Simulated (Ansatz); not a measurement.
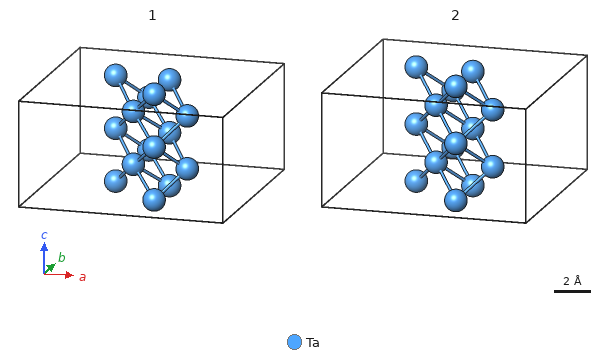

Two geometries of a wire of composition Ta, drawn at one scale. One is the start of a relaxation, the other its converged end. The picture is a ball-and-stick view of the 2 repeat of the cell, with the vacuum cut short, seen slightly off an axis.

Theory: Ansatz 0.2.0, DFT PBE, scalar-relativistic, plane waves, PAW. (plane-wave cutoff 420 eV; k-point mesh 1 × 1 × 16; occupations gaussian; smearing width 0.05 eV; no spin polarisation; cell relaxed at fixed a, b, alpha, beta, gamma; force threshold 0.02 eV/Å; at most 45 steps)

Which one is relaxed?

Structure 1 is the relaxed one. Case: wire along [0 0 1], 6 atoms a period. The energy falls by 1.858 eV per cell of the calculation in 5 accepted moves (7 points after the start). The largest force component goes from 2.7 to 0.0055 eV/Å. The line search rejected the trial step at point 3 of the run. The SCF was repeated once at an unchanged geometry on a basis and grid sized afresh for the cell, which shifted the energy by 1.6 meV per cell of the calculation at most. The largest moves relative to the centre of the atoms, 0.14 Å, are those of Ta atoms. Along the periodic axis the drawn cell goes c 6.638 → 6.154 Å (−7.3 %). Some distances before and after: Ta–Ta 2.874 → 2.615 Å, Ta–Ta 3.319 → 3.077 Å, Ta–Ta 3.319 → 3.171 Å, Ta–Ta 2.874 → 2.748 Å. Among the angles between lasting bonds that change: Ta–Ta–Ta 180.0° → 176.1°, Ta–Ta–Ta 109.5° → 106.4°, Ta–Ta–Ta 70.5° → 68.1°. Cost: 60 s on 4 threads of Arm Neoverse V1, on a shared host, peak memory 1.1 GiB.
